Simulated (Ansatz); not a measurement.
## Electronic structure of TiSi$_{5}$ (amorphous cell) in real space

```
Si Ti
1.0
     6.89738   -0.30307   -0.07160
    -0.28176    7.44829    0.24854
    -0.06181    0.25894    7.30205
Si Ti
20 4
Cartesian
  5.7557 6.0816 6.9945
  3.9222 4.6564 1.7293
  0.6206 6.3379 3.2919
  0.1015 1.2343 0.4686
  5.2871 1.3538 2.1528
  3.3537 5.7379 4.2208
  3.3877 4.9876 6.5661
  0.8560 3.6270 0.5784
  3.7837 3.0183 4.7874
  3.6824 0.7080 3.8243
  1.1515 1.3245 2.8943
  1.5965 2.9311 5.6345
  1.9043 5.8605 0.9384
  6.1534 3.6813 2.3070
  3.0112 2.2973 1.4432
  0.7200 0.5224 5.4891
  5.5487 4.7706 4.5925
  5.5069 6.4265 2.0014
  2.6685 0.8957 6.9994
  4.9133 0.7167 6.0463
  1.8293 4.0276 3.0384
  5.1577 3.2155 7.1869
  0.8784 5.3972 5.8074
  6.2637 2.2342 4.4010
```

Computed without spin polarisation.

The calculation used Ansatz, DFT PBE, scalar-relativistic, plane waves, PAW.

In a PAW calculation such maps are meaningful between the atoms, not at the nuclei.

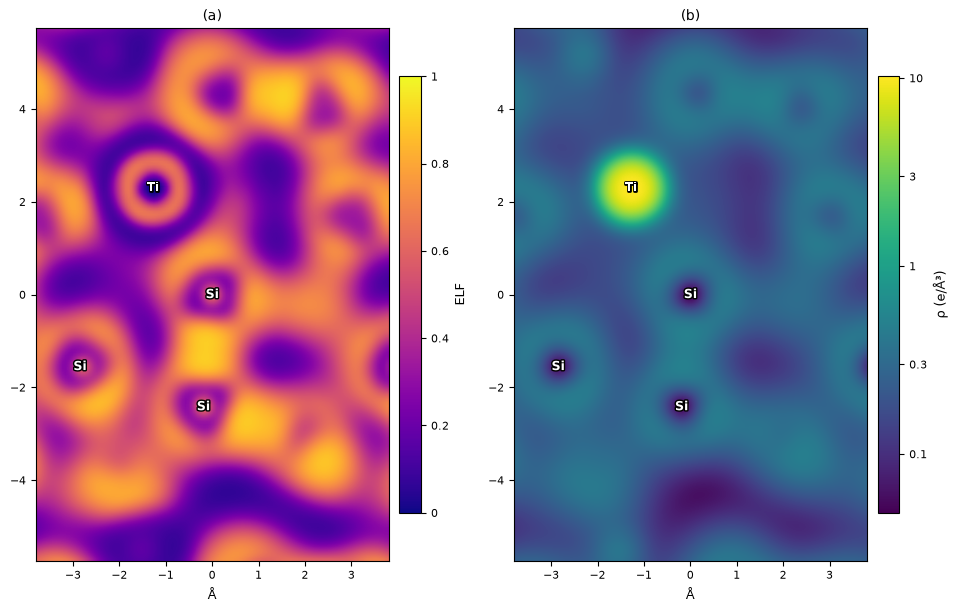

Figure 1. (a) electron localisation function; (b) valence electron density on the (011̄) plane of the calculation cell.

**Describe what can be read from this map.**

The section cuts through Si and Ti sites. Atoms just off the plane (Si, 0.4 Å away) can leave unmarked features too. Si–Si (2.43 Å): ρ at the midpoint is about 0.48 e/Å³; the ELF peaks at about 0.90 between the atoms. Between the atoms the lowest density in this plane is 0.06 e/Å³. The features right at Ti lie inside the PAW spheres, where the map follows smoothed inner orbitals and isn't to be read closely.

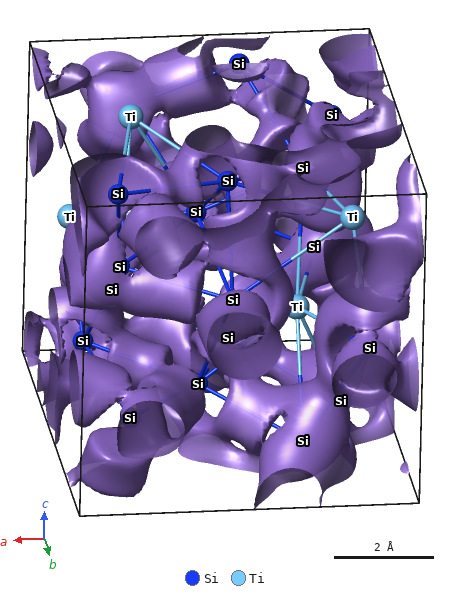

Figure 2. Isosurface of the electron localisation function at 0.65 (purple), seen at an oblique angle. Only the valence region is drawn (cores and ρ < 0.01 e/Å³ removed). Sticks mark near contacts.

**What do the ELF domains correspond to?**

At this value the surface marks out one network that runs through the whole crystal, counted in one cell of 24 atoms. Regions shared between cells count once.


Si–Si (2.35 Å): the ELF peaks at about 0.85 between the atoms. Ti–Si (2.52 Å): the ELF peaks at about 0.80 in the valence shell of Si, 0.9 Å from its nucleus, and is about 0.45 at the midpoint.

**Does the calculation give a band gap?**

It is gapless in this calculation (a metal or semimetal).
